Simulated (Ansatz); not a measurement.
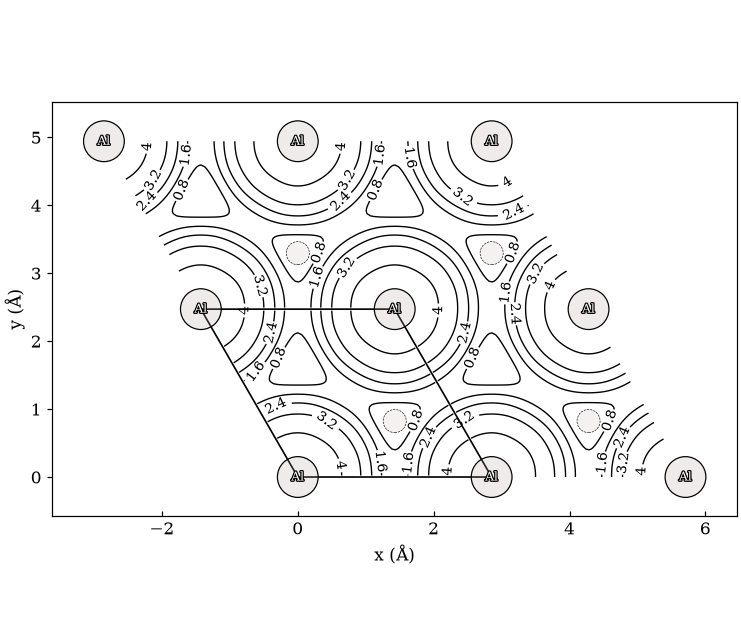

Energy landscape of O on an Al(001) slab cut from the P6_3/mmc phase, its upper half relaxed before the scan (9 atoms of substrate and one adsorbate in a 1 × 1 cell). O is moved over the surface cell; relaxed at each place: the height of the adsorbate's atoms; substrate rigid; the origin of the map has the adsorbate above Al9. Places are given modulo a cell vector. The map is drawn in real space over the plane of the surface. The scan uses a 6 × 6 grid; 10 points were computed and 26 follow by symmetry. Energies: eV, counted from the lowest grid point. With one adsorbate in each 1 × 1 cell, its nearest image is 2.9 Å away, so neighbouring adsorbates interact. Method: DFT PBE, scalar-relativistic, plane waves, PAW (Ansatz). Settings: cutoff 420 eV, k-mesh 9×9×1, gaussian smearing 0.1 eV, no spin polarisation.

In the figure: contour lines labelled in eV, labelled circles for the atoms of the top layer and small ones for the second layer, the outline of one cell of the 2 × 2 shown. Between grid points the surface is interpolated. 

Describe this landscape.

The lowest grid point is at a threefold hollow over a third-layer Al atom, (2/6, 4/6) of the cell vectors. There is a further well near a threefold hollow over a second-layer Al atom, (4/6, 2/6) of the cell vectors (0.16 eV above the lowest at that grid point). The highest grid point, the top site over a surface Al atom, (0/6, 0/6) of the cell vectors, lies 4.51 eV above the lowest. On the interpolated surface the easiest way out of the lowest well to the well at a threefold hollow over a second-layer Al atom, (4/6, 2/6) of the cell vectors passes a barrier of about 1.1 eV. At the lowest point the adsorbate has 3 Al at 1.80 Å as nearest neighbours, at the highest 1 Al at 1.68 Å. Its relaxed height above the top atom is 0.73 Å at the lowest and 1.68 Å at the highest point.

The values on the grid:

```tsv
second ↓, first →	0/6	1/6	2/6	3/6	4/6	5/6
5/6	4.26	3.57	1.40	1.40	3.57	4.26
4/6	3.10	1.40	0.00	1.40	3.10	3.59
3/6	1.08	1.40	1.40	1.08	1.47	1.47
2/6	3.10	3.57	3.10	1.47	0.16	1.47
1/6	4.26	4.26	3.59	1.47	1.47	3.59
0/6	4.51	4.26	3.10	1.08	3.10	4.26
```

The input of one point:

```yaml
crystal:
  lattice:
    - [2.8535431555, 0.0, 0.0]
    - [-1.4267715777, 2.4712408634, 0.0]
    - [0.0, 0.0, 34.2605579378]
  atoms:
    - { symbol: Al, position: [0.3333333333, 0.6666666667, 0.116752331] }
    - { symbol: Al, position: [0.0, 0.0, 0.1852090283] }
    - { symbol: Al, position: [0.6666666667, 0.3333333333, 0.2536657256] }
    - { symbol: Al, position: [0.0, 0.0, 0.3221224229] }
    - { symbol: Al, position: [0.3333333333, 0.6666666667, 0.3899858424] }
    - { symbol: Al, position: [0.0, 0.0, 0.457816857] }
    - { symbol: Al, position: [0.6666666667, 0.3333333333, 0.5268325032] }
    - { symbol: Al, position: [0.0, 0.0, 0.5950901729] }
    - { symbol: Al, position: [0.3333333333, 0.6666666667, 0.6643370484] }
    - { symbol: O, position: [0.6666666667, 1.3333333333, 0.680799634] }
basis:
  ecutwfc: 420
kpoints:
  mp_grid: { grid: [9, 9, 1] }
hamiltonian:
  xc: pbe
  pseudopotentials: { kind: paw, azcp: { folder: soft_1 } }
scf:
  occupations: { method: gaussian, width: 0.1 }
output:
  forces: true
  eigenvalues: true
relax:
  adjacent_minimum: "off"
  f_tol: 0.025
  max_steps: 16
  constraints: [{ sites: [0, 1, 2, 3, 4, 5, 6, 7, 8] }, { sites: [9], fix: xy }]
efield:
  axis: 3
  dipole_correction: true
  ramp_width: 0.04
```

Each point was launched as `ansatz run input.yaml --threads 1 --pin off --max-ram 3072MiB --backend cpu --events-out ev --progress --plain --runs-dir out`. The whole map (10 points run) took 7.1 min on 1 thread of Intel(R) Xeon(R) Platinum 8488C (Sapphire Rapids), on a shared host.
